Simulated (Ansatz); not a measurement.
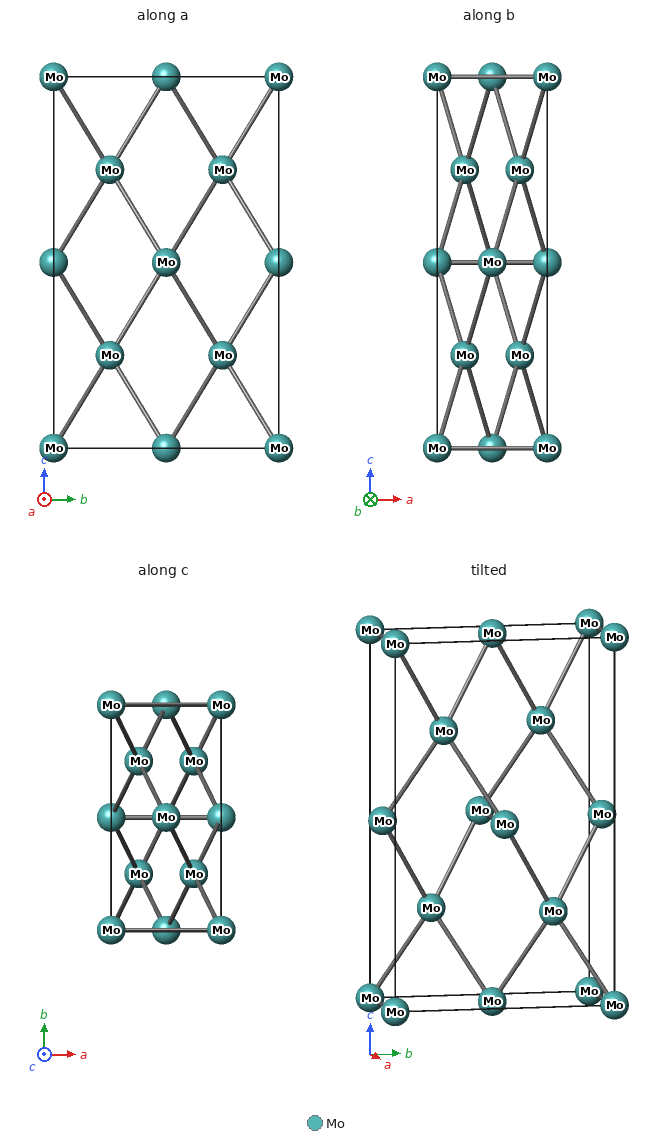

This ball-and-stick model is shown along the a axis, along the b axis, along the c axis and slightly off an axis. Thin lines show the conventional unit cell, with boundary atoms drawn in all their periodic places.

Lattice parameters: a = 2.6518 Å, b = 5.4243 Å, c = 8.9368 Å, α = 90.000°, β = 90.000°, γ = 90.000°.

**From the views, write a CIF in P1 with every atom of the cell.**

```cif
data_structure
_symmetry_space_group_name_H-M 'P 1'
_symmetry_Int_Tables_number 1
_cell_length_a 2.6518
_cell_length_b 5.4243
_cell_length_c 8.9368
_cell_angle_alpha 90.000
_cell_angle_beta 90.000
_cell_angle_gamma 90.000
_cell_volume 128.55
loop_
_atom_site_label
_atom_site_type_symbol
_atom_site_fract_x
_atom_site_fract_y
_atom_site_fract_z
_atom_site_occupancy
Mo1 Mo 0.7500 0.7500 0.2500 1
Mo2 Mo 0.5000 0.0000 0.5000 1
Mo3 Mo 0.7500 0.2500 0.7500 1
Mo4 Mo 0.5000 0.5000 0.0000 1
Mo5 Mo 0.2500 0.7500 0.7500 1
Mo6 Mo 0.0000 0.0000 0.0000 1
Mo7 Mo 0.2500 0.2500 0.2500 1
Mo8 Mo 0.0000 0.5000 0.5000 1
```

Origin of the cell: a structure type filled with this element by a generator (whether the element takes this form wasn't checked). The picture shows the end point of a geometry optimisation with DFT PBE, scalar-relativistic, plane waves, PAW in Ansatz.
